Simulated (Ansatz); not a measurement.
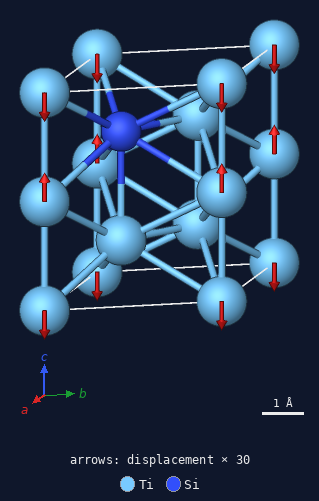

A relaxation of a crystal of Ti₅Si (set up in P-6m2). The starting structure is drawn; red arrows show the displacements (the part carried along by the change of the cell is left out), magnified 30 times.

The picture is a ball-and-stick view of the cell of the calculation, seen slightly off an axis.

Case: 1 of 6 Ti sites taken by Si, cell and atoms relaxed.

The calculation used Ansatz 0.2.0, DFT r2SCAN, scalar-relativistic, plane waves, PAW.

Input file:
```yaml
crystal:
  lattice:
    - [2.2683834389, -3.9289553672, 0.0]
    - [-4.5367668778, 0.0, 0.0]
    - [0.0, 0.0, -5.569411078]
  atoms:
    - { symbol: Ti, position: [1.0, 0.0, 0.5] }
    - { symbol: Ti, position: [1.0, 0.0, 0.0] }
    - { symbol: Ti, position: [0.3333333333, 0.6666666667, 0.25] }
    - { symbol: Ti, position: [0.3333333333, 0.6666666667, 0.75] }
    - { symbol: Ti, position: [0.6666666667, 0.3333333333, 0.25] }
    - { symbol: Si, position: [0.6666666667, 0.3333333333, 0.75] }
basis:
  ecutwfc: 500
kpoints:
  mp_grid: { grid: [12, 12, 8] }
hamiltonian:
  xc: r2scan
scf:
  occupations: { method: gaussian, width: 0.1 }
output:
  forces: true
  stress: true
  eigenvalues: true
  write_density: true
  write_potential: true
  elf: true
  volumetric_format: npy
relax:
  adjacent_minimum: "off"
  f_tol: 0.015
  max_steps: 60
  cell: { stress_tol: 0.15 }
```

Command:
```bash
ansatz run input.yaml --threads 1 --pin off --max-ram 2560MiB --backend cpu --events-out ev --progress --plain --runs-dir out
```

Q: Atoms of which element are displaced furthest, and by how much?

A: Titanium: up to 0.025 Å, against 0.000 Å for silicon.

Q: What happened in the run?

A: The largest moves relative to the cell, 0.025 Å, are those of Ti1 and Ti2. Ti2 goes along −c. Si stays in place. The drawn cell changes as follows: a = b 4.537 → 4.491 Å (−1.0 %), c 5.569 → 5.534 Å (−0.6 %); the volume changes by −2.6 %. Among the contacts that change: Ti1–Ti2 2.785 → 2.717 Å, Ti1–Ti4 2.966 → 2.927 Å, Ti1–Si6 2.966 → 2.927 Å, Ti1–Ti2 (another image) 2.785 → 2.817 Å. The space group stays P-6m2 (No. 187). Over 3 accepted moves (4 points after the start) the energy falls by 5.3 meV per atom. Largest force component: 0.21 eV/Å at the start, 0.0011 eV/Å at the end. The pressure goes from −3.09 to −0.02 GPa. The SCF was repeated once at an unchanged geometry on a basis and grid sized afresh for the cell, which shifted the energy by 0.2 meV per atom at most. The run took 13 min on 1 thread of Intel(R) Xeon(R) Processor @ 2.50GHz (Skylake/Cascade Lake), on a shared host, peak memory 0.88 GiB.
